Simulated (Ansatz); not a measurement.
## MgO: geometry relaxation (part 1 of 2)

- system: MgO (P6₃/mmc, 4 atoms in the cell)
- method: DFT, PBE, PAW with Ansatz's default frozen-core files, scalar-relativistic, no spin polarisation (Ansatz 0.2.0)

The structure was built on a prototype by a generator; it need not be a known phase. Its volume is 0.70 times that of the source entry. It belongs to a series of runs on one base structure; here: NiAs relaxed under pressure, PAW files.

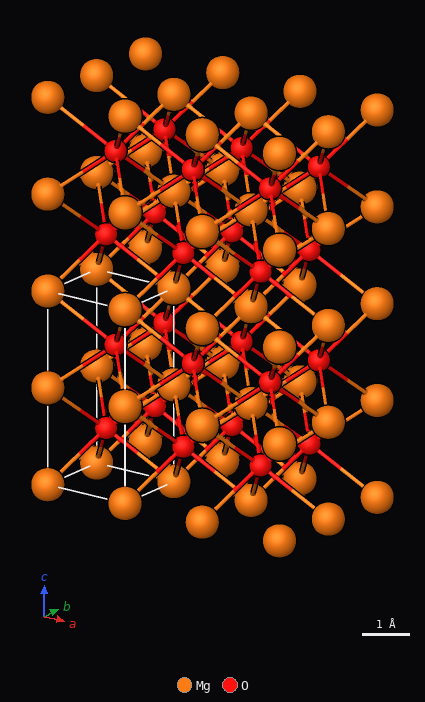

Fig. 1: The input geometry (ball-and-stick view of the cell of the calculation, repeated 3 × 2 × 2, seen slightly off an axis). Near neighbours in the crystal (not all of them lie inside the picture): Mg has 6 O at 1.89 Å; O has 6 Mg at 1.89 Å.

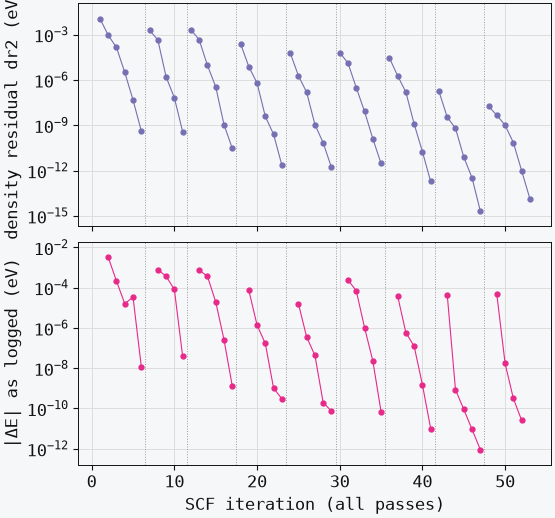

Fig. 2: Convergence of the self-consistent field: density residual dr2 and size of the energy change against the SCF iteration. The dotted lines part the SCF passes of the relaxation: geometry steps, rejected trials and re-solves on a re-selected basis. The 9 passes take 5 to 6 iterations each, 53 in all.

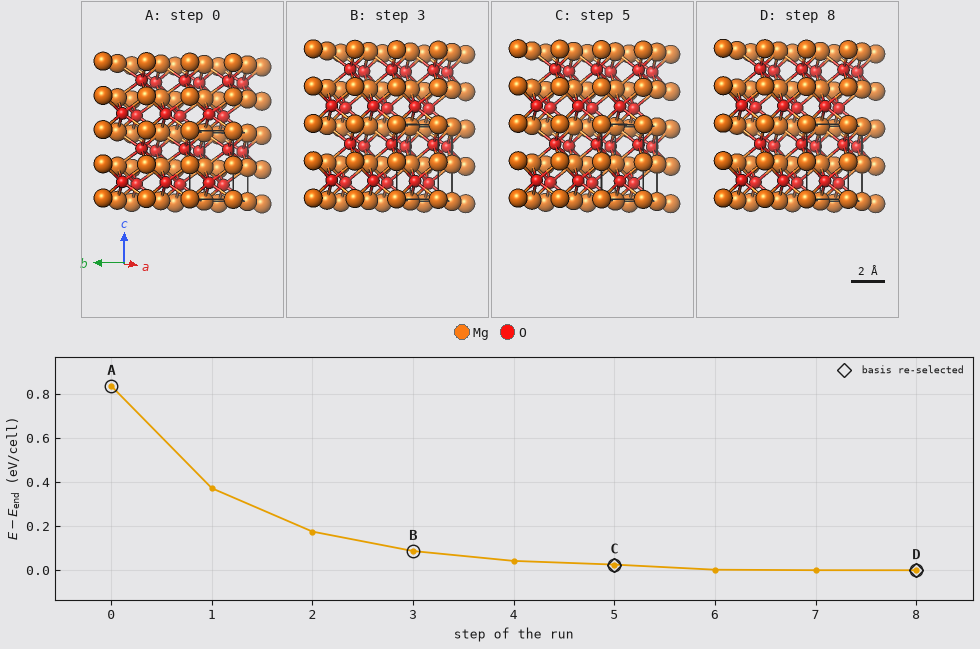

Fig. 3: Frames of the relaxation (ball-and-stick view of the cell of the calculation, repeated 2 × 3 × 2, seen at an oblique angle) above the curves, on which the letters mark them (the first geometry is step 0 here and step 1 in the log).

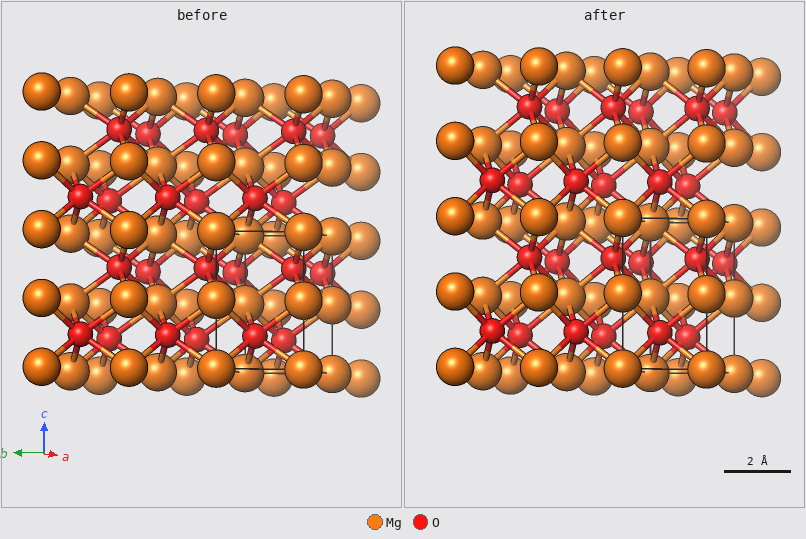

Fig. 4: Before (left) and after (right) the relaxation, at one scale (ball-and-stick view of the cell of the calculation, repeated 2 × 3 × 2, seen at an oblique angle). After 6 geometry steps the energy has fallen by 0.836 eV per cell of the calculation. All forces vanish by symmetry, so only the cell relaxes. Pressure: 118.04 GPa at the start and 110.00 GPa at the end. 1 further SCF at an unchanged geometry re-selected the plane-wave basis for the new cell. The atoms keep their places relative to the cell (all moves are under 0.005 Å). Cell: a = b 2.718 → 2.609 Å (−4.0 %), c 4.212 → 4.611 Å (+9.5 %). Volume +0.9 %. Distances before and after: Mg1–O3 1.890 → 1.897 Å. Among the angles that change: Mg1–O3–Mg2 67.7° → 74.8°, Mg1–O3–Mg1 92.0° → 86.9°, O3–Mg1–O4 88.0° → 93.1°. The space group stays P6_3/mmc (No. 194). The energy change given includes the shifts at the re-selections in mid-walk, which come without any move. A last SCF at the same geometry on a re-selected plane-wave basis shifts the energy by −0.3 meV per cell of the calculation. (Atoms are counted from 1 in the order of the input.)

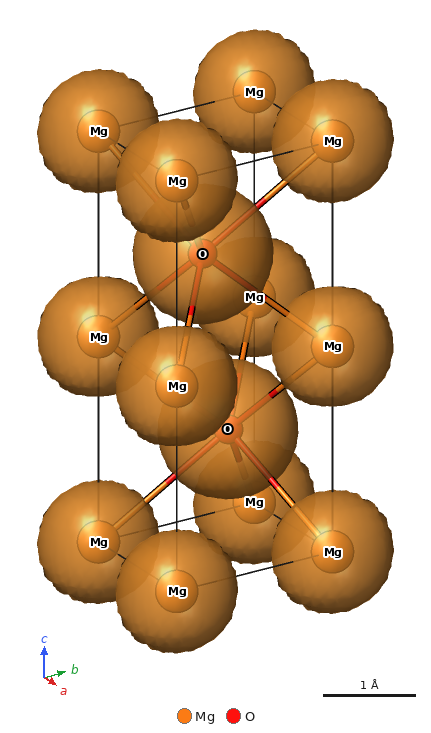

Fig. 5: Isosurface of the valence pseudo-density at 1 e/Å³ (orange), seen slightly off an axis. Sticks mark near contacts. The outline is the cell set on symmetry axes. At this value the density breaks into separate islands; it holds about 75 % of the electrons treated as valence (semicore included). It is pinched off along the Mg–O (1.90 Å) contacts. On the grid the lowest density along these lines, outside the cores, is 0.46 e/Å³ (Mg–O, 1.90 Å). In a PAW calculation such maps are meaningful between the atoms, not at the nuclei.

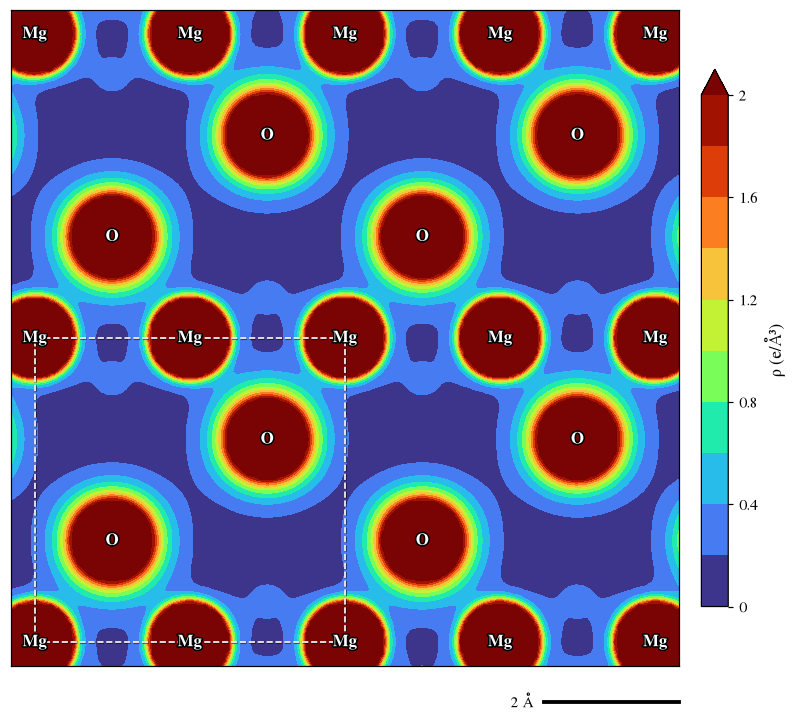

Fig. 6: Valence charge density (pseudo) on the (110) plane of the conventional cell. Mg–O (1.90 Å): ρ is about 0.54 e/Å³ halfway. Away from the nuclei the density in this plane falls to 0.1 e/Å³ at its lowest.

The input and output of the run follow.

Input
```yaml
crystal:
  lattice:
    - [2.7176141094, 0.0, 0.0]
    - [-1.3588070547, 2.3535228565, 0.0]
    - [0.0, 0.0, 4.2123018696]
  atoms:
    - { symbol: Mg, position: [0.0, 0.0, 0.0] }
    - { symbol: Mg, position: [0.0, 0.0, 0.5] }
    - { symbol: O, position: [0.3333333333, 0.6666666667, 0.25] }
    - { symbol: O, position: [0.6666666667, 0.3333333333, 0.75] }
kpoints:
  mp_grid: { grid: [11, 11, 7] }
scf:
  occupations: { method: fermi_dirac, width: 0.1 }
hamiltonian:
  xc: pbe
  pseudopotentials: { kind: paw }
output:
  forces: true
  stress: true
  eigenvalues: true
  write_density: true
  write_potential: true
  elf: true
  volumetric_format: npy
relax:
  f_tol: 0.005
  max_steps: 40
  cell: { p_target: 110.0, stress_tol: 0.055 }
```

Command:
```bash
ansatz run input.yaml --threads 1 --pin off --max-ram 3584MiB --backend cpu --events-out ev --progress --plain --runs-dir out
```

The program's output
```
Engine: ansatz 0.2.0, x86_64-unknown-linux-gnu
Pseudopotentials: kind: paw
Pseudopotential: Mg, paw, valence charge 10, recommended cutoff 420 eV (normal), Mg.paw.azcp
Pseudopotential: O, paw, valence charge 6, recommended cutoff 420 eV (normal), O.paw.azcp
Functional definition: PBE
  parameter kappa = 0.804
  parameter beta = 0.06672455060314922
  exchange = pbe_x(kappa = kappa, mu = beta*pi^2/3)
  correlation = pbe_c(beta = beta)
Crystal: 4 atoms, lattice volume = 26.942 Å³
Basis set: ecut = 420 eV, 537 PW (Γ), exchange–correlation on 40×40×60 points (8 copies of the dense FFT grid, shifted against one another)
Bands: 20, of which v1, the nominal top of the filled ones, is band 16 counted from 1 (15 counted from 0)
Symmetry: 24 space group operations
Space group: P63/mmc (ITA 194), of the structure as read, at distance tolerance 3.0e-5 Å
k-points: 64 of 847
Non-local potential: Mg, projectors of the file, l = 0: 3, l = 1: 2, l = 2: 1
Non-local potential: O, projectors of the file, l = 0: 2, l = 1: 2, l = 2: 1
PAW form: soft (Blöchl's): semilocal exchange-correlation on the pseudo side does not see the compensation charge
PAW one-centre angular grid: Mg, 110 points (default); XC on 64 Gauss nodes
PAW one-centre angular grid: O, 110 points (default); XC on 64 Gauss nodes
Initial density: superposition of atomic densities (neutral atoms: chi_scale 0, normalization atom), corrected by the library's trained network
Initial wavefunctions: pseudopotential atomic-orbital guess
Functional: x = pbe(κ = 0.804, μ = 0.2195149727645171), c = pbe(β = 0.06672455060314922)
SCF iter   1: F=—  HF=-4983.855526 eV  |F-HF|=—  |Δ(HF+E_count)|=         —  Δρ=7.92e-3  dr2=1.14e-2  ethr=1.77e-3  ⟨swp⟩=5.1  Hψ=6013  notcnv=0
preconditioner: auto → none  [insulator: Δε(μ)=8.284 eV  Ē_g=19.679 eV  σ=0.100 eV  W_gap=1.00  n_scr=8 (ndim 8)  ℏωp=28.6 eV  f_vac=0.000  D(μ)=0.00/eV (n_scr^D=0)  ε∞_Penn≈3.1]
SCF iter   2: F=—  HF=-4983.852254 eV  |F-HF|=—  |Δ(HF+E_count)|=   3.27e-3  Δρ=2.69e-3  dr2=9.13e-4  ethr=3.56e-5  ⟨swp⟩=2.0  Hψ=2383  notcnv=0
SCF iter   3: F=—  HF=-4983.852042 eV  |F-HF|=—  |Δ(HF+E_count)|=   2.13e-4  Δρ=1.03e-3  dr2=1.40e-4  ethr=2.85e-6  ⟨swp⟩=2.0  Hψ=1710  notcnv=0
SCF iter   4: F=—  HF=-4983.852058 eV  |F-HF|=—  |Δ(HF+E_count)|=   1.61e-5  Δρ=1.53e-4  dr2=3.19e-6  ethr=4.38e-7  ⟨swp⟩=2.0  Hψ=2295  notcnv=0
SCF iter   5: F=—  HF=-4983.852091 eV  |F-HF|=—  |Δ(HF+E_count)|=   3.39e-5  Δρ=1.86e-5  dr2=4.77e-8  ethr=9.97e-9  ⟨swp⟩=2.2  Hψ=1590  notcnv=0
SCF iter   6: F=-4983.852091 eV  HF=-4983.852091 eV  |F-HF|=4.12e-10  |Δ(HF+E_count)|=   1.21e-8  Δρ=2.18e-6  dr2=4.21e-10  ethr=1.49e-10  ⟨swp⟩=5.8  Hψ=7527  notcnv=0
SCF 1 converged in 6 iterations: F = -4983.852091 eV  dr2 = 4.21e-10
  greatest PAW one-centre occupation: 1.001 electrons in one spin orbital (limit 2), on the Mg atom at site 1 (counted from 0), in its partial waves of l = 1
relax step   1: F+E_penalty+E_count = -4983.85209147 eV  Δ(F+E_penalty+E_count) = +0.000e0 eV  max|allowed force component| = 2.949e-17 eV/Å  Δτ_max = 0.0000 Å  P = +118.043 GPa  Ω = 26.942 Å³  (6 SCF iters, dr2 threshold 1.00e-7 eV, accepted)
Crystal: 4 atoms, lattice volume = 26.927 Å³
Basis set: ecut = 420 eV, 549 PW (Γ), exchange–correlation on 40×40×60 points (8 copies of the dense FFT grid, shifted against one another)
Initial density: handed on by an earlier stage of this run
Initial wavefunctions: those handed on with the density
iter 1 solved again at ethr=5.53e-6 eV; its pass at ethr=3.10e-3 eV (dr2=1.77e-3 eV) is discarded
SCF iter   1: F=—  HF=-4984.315330 eV  |F-HF|=—  |Δ(HF+E_count)|=         —  Δρ=4.97e-3  dr2=1.93e-3  ethr=5.53e-6  ⟨swp⟩=1.9  Hψ=8018  notcnv=0
preconditioner: auto → none  [insulator: Δε(μ)=8.697 eV  Ē_g=19.640 eV  σ=0.100 eV  W_gap=1.00  n_scr=8 (ndim 8)  ℏωp=28.6 eV  f_vac=0.000  D(μ)=0.00/eV (n_scr^D=0)  ε∞_Penn≈3.1]
SCF iter   2: F=—  HF=-4984.316118 eV  |F-HF|=—  |Δ(HF+E_count)|=   7.88e-4  Δρ=2.44e-3  dr2=4.50e-4  ethr=5.53e-6  ⟨swp⟩=1.0  Hψ=1280  notcnv=0
SCF iter   3: F=—  HF=-4984.316487 eV  |F-HF|=—  |Δ(HF+E_count)|=   3.69e-4  Δρ=1.48e-4  dr2=1.61e-6  ethr=1.41e-6  ⟨swp⟩=2.2  Hψ=1876  notcnv=0
SCF iter   4: F=—  HF=-4984.316568 eV  |F-HF|=—  |Δ(HF+E_count)|=   8.18e-5  Δρ=2.97e-5  dr2=6.58e-8  ethr=1.25e-9  ⟨swp⟩=10.1  Hψ=10128  notcnv=0
SCF iter   5: F=-4984.316569 eV  HF=-4984.316569 eV  |F-HF|=1.64e-11  |Δ(HF+E_count)|=   3.94e-8  Δρ=1.65e-6  dr2=3.79e-10  ethr=2.05e-10  ⟨swp⟩=5.7  Hψ=7799  notcnv=0
SCF 2 converged in 5 iterations: F = -4984.316569 eV  dr2 = 3.79e-10
relax step   2: F+E_penalty+E_count = -4984.31656853 eV  Δ(F+E_penalty+E_count) = -4.645e-1 eV  max|allowed force component| = 6.939e-18 eV/Å  Δτ_max = 0.0000 Å  P = +116.606 GPa  Ω = 26.927 Å³  energy of the carried Pulay correction = -2.023e-4 eV  (5 SCF iters, dr2 threshold 4.00e-7 eV, accepted)
Crystal: 4 atoms, lattice volume = 26.959 Å³
iter 1 solved again at ethr=6.17e-6 eV; its pass at ethr=3.10e-3 eV (dr2=1.97e-3 eV) is discarded
SCF iter   1: F=—  HF=-4984.512307 eV  |F-HF|=—  |Δ(HF+E_count)|=         —  Δρ=5.38e-3  dr2=2.14e-3  ethr=6.17e-6  ⟨swp⟩=1.9  Hψ=8005  notcnv=0
preconditioner: auto → none  [insulator: Δε(μ)=8.198 eV  Ē_g=19.351 eV  σ=0.100 eV  W_gap=1.00  n_scr=10 (ndim 8)  ℏωp=28.6 eV  f_vac=0.000  D(μ)=0.00/eV (n_scr^D=0)  ε∞_Penn≈3.2]
SCF iter   2: F=—  HF=-4984.513041 eV  |F-HF|=—  |Δ(HF+E_count)|=   7.34e-4  Δρ=2.59e-3  dr2=4.56e-4  ethr=6.17e-6  ⟨swp⟩=1.0  Hψ=1288  notcnv=0
SCF iter   3: F=—  HF=-4984.513410 eV  |F-HF|=—  |Δ(HF+E_count)|=   3.70e-4  Δρ=2.90e-4  dr2=9.24e-6  ethr=1.42e-6  ⟨swp⟩=2.2  Hψ=1817  notcnv=0
SCF iter   4: F=—  HF=-4984.513430 eV  |F-HF|=—  |Δ(HF+E_count)|=   1.99e-5  Δρ=6.85e-5  dr2=3.56e-7  ethr=2.89e-8  ⟨swp⟩=2.0  Hψ=1729  notcnv=0
iter 5 did not close the SCF: its close was put off for the readings that it lacked (scf_convergence_deferred on its scf_iter line)
SCF iter   5: F=-4984.513431 eV  HF=-4984.513431 eV  |F-HF|=7.82e-10  |Δ(HF+E_count)|=   2.64e-7  Δρ=3.10e-6  dr2=1.12e-9  ethr=1.11e-9  ⟨swp⟩=2.4  Hψ=2170  notcnv=0
SCF iter   6: F=-4984.513431 eV  HF=-4984.513431 eV  |F-HF|=3.55e-11  |Δ(HF+E_count)|=   1.33e-9  Δρ=5.80e-7  dr2=3.01e-11  ethr=3.51e-12  ⟨swp⟩=4.9  Hψ=7011  notcnv=0
SCF 3 converged in 6 iterations: F = -4984.513431 eV  dr2 = 3.01e-11
relax step   3: F+E_penalty+E_count = -4984.51343059 eV  Δ(F+E_penalty+E_count) = -1.969e-1 eV  max|allowed force component| = 1.735e-18 eV/Å  Δτ_max = 0.0000 Å  P = +113.959 GPa  Ω = 26.959 Å³  energy of the carried Pulay correction = -6.857e-4 eV  (6 SCF iters, dr2 threshold 4.00e-7 eV, accepted)
Crystal: 4 atoms, lattice volume = 27.085 Å³
iter 1 solved again at ethr=8.96e-7 eV; its pass at ethr=3.10e-3 eV (dr2=2.87e-4 eV) is discarded
SCF iter   1: F=—  HF=-4984.601700 eV  |F-HF|=—  |Δ(HF+E_count)|=         —  Δρ=1.13e-3  dr2=2.55e-4  ethr=8.96e-7  ⟨swp⟩=2.0  Hψ=6377  notcnv=0
preconditioner: auto → none  [insulator: Δε(μ)=8.123 eV  Ē_g=19.296 eV  σ=0.100 eV  W_gap=1.00  n_scr=10 (ndim 8)  ℏωp=28.5 eV  f_vac=0.000  D(μ)=0.00/eV (n_scr^D=0)  ε∞_Penn≈3.2]
SCF iter   2: F=—  HF=-4984.601624 eV  |F-HF|=—  |Δ(HF+E_count)|=   7.62e-5  Δρ=1.95e-4  dr2=7.60e-6  ethr=7.97e-7  ⟨swp⟩=2.0  Hψ=1714  notcnv=0
SCF iter   3: F=—  HF=-4984.601622 eV  |F-HF|=—  |Δ(HF+E_count)|=   1.39e-6  Δρ=7.46e-5  dr2=6.24e-7  ethr=2.37e-8  ⟨swp⟩=2.0  Hψ=1788  notcnv=0
iter 4 did not close the SCF: its close was put off for the readings that it lacked (scf_convergence_deferred on its scf_iter line)
SCF iter   4: F=-4984.601623 eV  HF=-4984.601623 eV  |F-HF|=2.68e-10  |Δ(HF+E_count)|=   1.69e-7  Δρ=6.09e-6  dr2=3.84e-9  ethr=1.95e-9  ⟨swp⟩=2.6  Hψ=2348  notcnv=0
iter 5 did not close the SCF: its close was put off for the readings that it lacked (scf_convergence_deferred on its scf_iter line)
SCF iter   5: F=-4984.601623 eV  HF=-4984.601623 eV  |F-HF|=2.46e-10  |Δ(HF+E_count)|=   1.02e-9  Δρ=1.46e-6  dr2=2.52e-10  ethr=1.20e-11  ⟨swp⟩=2.2  Hψ=2207  notcnv=0
SCF iter   6: F=-4984.601623 eV  HF=-4984.601623 eV  |F-HF|=0.00e0  |Δ(HF+E_count)|=  3.00e-10  Δρ=1.52e-7  dr2=2.29e-12  ethr=1.00e-12  ⟨swp⟩=4.0  Hψ=6343  notcnv=0
SCF 4 converged in 6 iterations: F = -4984.601623 eV  dr2 = 2.29e-12
  greatest PAW one-centre occupation: 1.001 electrons in one spin orbital (limit 2), on the Mg atom at site 0 (counted from 0), in its partial waves of l = 1
relax step   4: F+E_penalty+E_count = -4984.60162259 eV  Δ(F+E_penalty+E_count) = -8.819e-2 eV  max|allowed force component| = 4.626e-18 eV/Å  Δτ_max = 0.0000 Å  P = +111.330 GPa  Ω = 27.085 Å³  energy of the carried Pulay correction = -1.391e-3 eV  (6 SCF iters, dr2 threshold 4.00e-7 eV, accepted)
Crystal: 4 atoms, lattice volume = 27.151 Å³
iter 1 solved again at ethr=2.24e-7 eV; its pass at ethr=3.10e-3 eV (dr2=7.18e-5 eV) is discarded
SCF iter   1: F=—  HF=-4984.646500 eV  |F-HF|=—  |Δ(HF+E_count)|=         —  Δρ=5.62e-4  dr2=6.39e-5  ethr=2.24e-7  ⟨swp⟩=2.0  Hψ=6252  notcnv=0
preconditioner: auto → none  [insulator: Δε(μ)=8.094 eV  Ē_g=19.272 eV  σ=0.100 eV  W_gap=1.00  n_scr=10 (ndim 8)  ℏωp=28.5 eV  f_vac=0.000  D(μ)=0.00/eV (n_scr^D=0)  ε∞_Penn≈3.2]
SCF iter   2: F=—  HF=-4984.646484 eV  |F-HF|=—  |Δ(HF+E_count)|=   1.63e-5  Δρ=9.50e-5  dr2=1.92e-6  ethr=2.00e-7  ⟨swp⟩=2.0  Hψ=1710  notcnv=0
iter 3 did not close the SCF: its close was put off for the readings that it lacked (scf_convergence_deferred on its scf_iter line)
SCF iter   3: F=-4984.646483 eV  HF=-4984.646483 eV  |F-HF|=2.89e-8  |Δ(HF+E_count)|=   3.53e-7  Δρ=3.67e-5  dr2=1.52e-7  ethr=6.01e-9  ⟨swp⟩=2.1  Hψ=1853  notcnv=0
iter 4 did not close the SCF: its close was put off for the readings that it lacked (scf_convergence_deferred on its scf_iter line)
SCF iter   4: F=-4984.646483 eV  HF=-4984.646483 eV  |F-HF|=2.65e-10  |Δ(HF+E_count)|=   4.33e-8  Δρ=3.14e-6  dr2=1.12e-9  ethr=4.75e-10  ⟨swp⟩=2.8  Hψ=2388  notcnv=0
iter 5 did not close the SCF: its close was put off for the readings that it lacked (scf_convergence_deferred on its scf_iter line)
SCF iter   5: F=-4984.646483 eV  HF=-4984.646483 eV  |F-HF|=5.55e-11  |Δ(HF+E_count)|=  1.95e-10  Δρ=7.24e-7  dr2=6.84e-11  ethr=3.49e-12  ⟨swp⟩=2.1  Hψ=2164  notcnv=0
SCF iter   6: F=-4984.646483 eV  HF=-4984.646483 eV  |F-HF|=9.09e-13  |Δ(HF+E_count)|=  7.37e-11  Δρ=1.18e-7  dr2=1.62e-12  ethr=1.00e-12  ⟨swp⟩=4.0  Hψ=5755  notcnv=0
SCF 5 converged in 6 iterations: F = -4984.646483 eV  dr2 = 1.62e-12
relax step   5: F+E_penalty+E_count = -4984.64648324 eV  Δ(F+E_penalty+E_count) = -4.486e-2 eV  max|allowed force component| = 4.120e-18 eV/Å  Δτ_max = 0.0000 Å  P = +110.008 GPa  Ω = 27.151 Å³  energy of the carried Pulay correction = -1.751e-3 eV  (6 SCF iters, dr2 threshold 4.00e-7 eV, accepted)
Basis set: ecut = 420 eV, 549 PW (Γ), exchange–correlation on 36×36×64 points (8 copies of the dense FFT grid, shifted against one another)
Initial wavefunctions: pseudopotential atomic-orbital guess (no wavefunctions were taken with the density)
iter 1 solved again at ethr=3.19e-7 eV; its pass at ethr=3.10e-3 eV (dr2=1.02e-4 eV) is discarded
```
